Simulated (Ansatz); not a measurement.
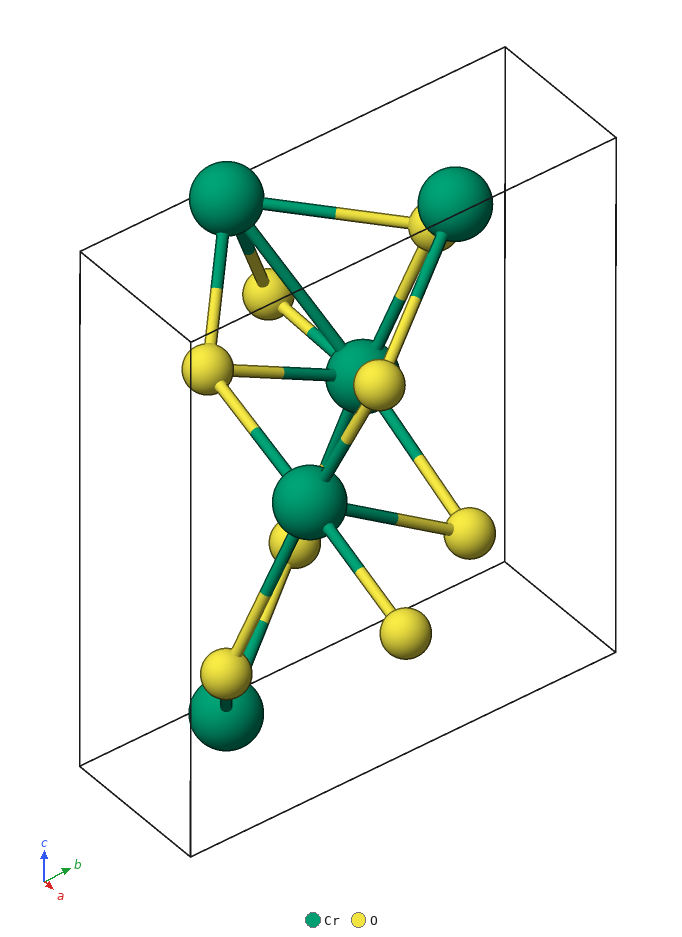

The crystal in a ball-and-stick representation, seen slightly off an axis. The cell (the run's own, in a reduced setting) is drawn as a box.

```xyz
10
Lattice="-4.7772 0.0198 0.0242 -2.3715 -4.5116 -0.0962 -0.0107 -2.9000 4.4359" Properties=species:S:1:pos:R:3 pbc="T T T"
Cr   -2.2711   -1.3214    0.2633
Cr   -2.3447   -4.3613    2.3550
Cr   -4.6178   -5.8990    3.9822
Cr   -4.7336   -2.9843    2.3372
O    -5.7330   -4.1384    3.2337
O    -3.0304   -3.0322    3.5780
O    -3.0262   -5.7457    3.4263
O    -1.4563   -2.9357    1.0633
O    -3.9692   -4.2274    0.8563
O    -3.9977   -1.3839    1.1404
```

Calculation details: DFT, PAW plane waves, r2SCAN in Ansatz 0.2.0; plane-wave cutoff 500 eV, k-points about 0.37 Å⁻¹ apart, Fermi-Dirac smearing of 0.1 eV, collinear spins.

Q: Which sites are magnetic, and in what arrangement?

A: In the lowest state found: antiferromagnetic (within this cell). Site moments: 2 Cr +2.1 to +2.2 μB and 2 Cr −1.9 to −2.1 μB. The net spin moment of the whole cell is 0.0 μB, including what lies between the atoms and on sites without an arrow.

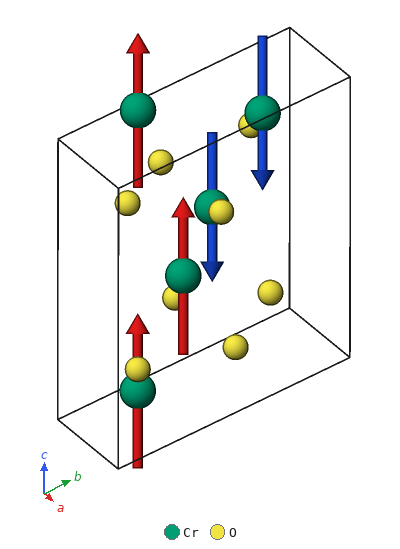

Arrows are the site magnetic moments above 0.25 μB (those induced on non-metal atoms are left out); longer means larger, and red and blue are up and down (without spin-orbit coupling the axis itself is arbitrary).

This is a known structure type with the cell strained and the atoms shaken on purpose, not relaxed. Ansatz was used for an electronic-structure calculation on it.

At this level of theory the cell isn't at rest (compressed, at 15 GPa and forces up to 8.9 eV/Å), so its distances can differ from those at equilibrium, the more so the softer the solid, and its magnetic state may change on relaxation.
